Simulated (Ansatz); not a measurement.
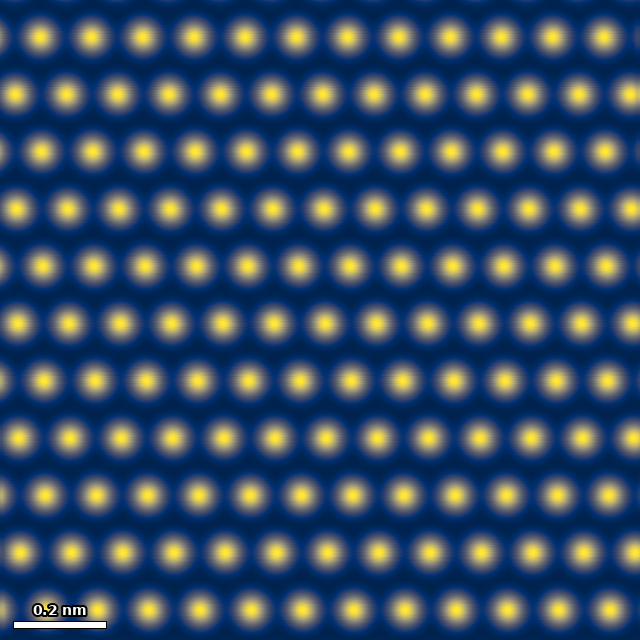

Z-contrast image of a crystal. Simulation: incoherent imaging, intensity Z^1.6 per atom, probe width 0.55 Å, thin sample. The probe carries 15 % of its weight in a tail 2.5 times as wide. A slight drift was added.

Q: Give the net of the columns and its spacings.

A: The pattern repeats on a centred rectangular net of 1.1 × 2.5 Å.

Q: Which plane group does this projection have?

A: c2mm: perpendicular mirror lines on a centred net, with further twofold points between them.

Q: How many columns does the smallest repeating cell hold, and how many levels of brightness?

A: 1 column in the primitive cell of 1.4 Å², all of one brightness.

The crystal is Cr (Fd-3m, No. 227) seen along [210]. Atomic positions: coordinates from a relaxation with DFT, PBEsol, plane waves (420 eV) with PAW, scalar-relativistic in Ansatz 0.2.0; the starting structure was generated, so it need not be a known form of this composition.
